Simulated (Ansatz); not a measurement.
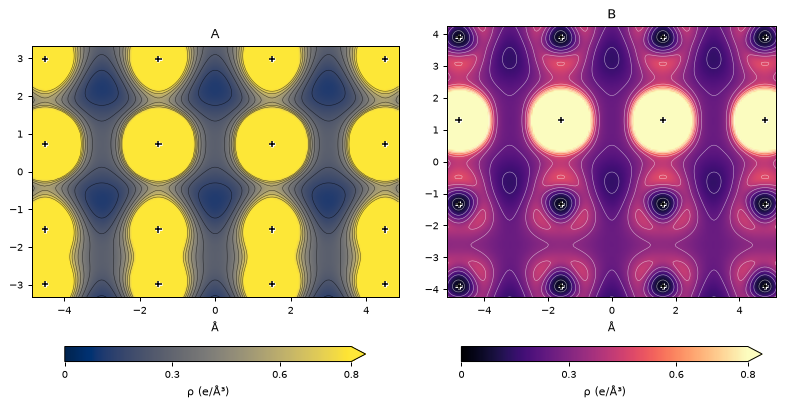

The valence pseudo-density of 2 systems, each on a plane through atoms (crosses mark nuclei in the plane).

Method: DFT PBEsol, scalar-relativistic, plane waves, PAW in Ansatz.

System 1: Si2W, the (010) plane of the conventional cell. Space group I4/mmm.

```
CELL_PARAMETERS angstrom
3.20250 0.00000 0.00000
0.00000 3.20250 0.00000
0.00000 0.00000 7.81573
ATOMIC_POSITIONS crystal
Si 0.00000 0.00000 0.33450
Si 0.50000 0.50000 0.83450
Si 0.00000 0.00000 0.66550
Si 0.50000 0.50000 0.16550
W 0.00000 0.00000 0.00000
W 0.50000 0.50000 0.50000
```

System 2: WC2, the (100) plane of the conventional cell. Space group I4/mmm.

```yaml
crystal:
  lattice:
    - [3.00625, 0.00000, 0.00000]
    - [0.00000, 3.00625, 0.00000]
    - [0.00000, 0.00000, 5.97288]
  atoms:
    - { symbol: C, position: [0.00000, 0.00000, 0.37842] }
    - { symbol: C, position: [0.50000, 0.50000, 0.87842] }
    - { symbol: C, position: [0.00000, 0.00000, 0.62158] }
    - { symbol: C, position: [0.50000, 0.50000, 0.12158] }
    - { symbol: W, position: [0.00000, 0.00000, 0.00000] }
    - { symbol: W, position: [0.50000, 0.50000, 0.50000] }
```

### Match each panel to its system.

Panel A is system 2, WC2: the plane holds C and W. C–C (1.45 Å): the density is about 1.7 e/Å³ at the midpoint. Panel B is system 1, Si2W: the plane holds Si and W. Si–W (2.61 Å): ρ is about 0.42 e/Å³ halfway.
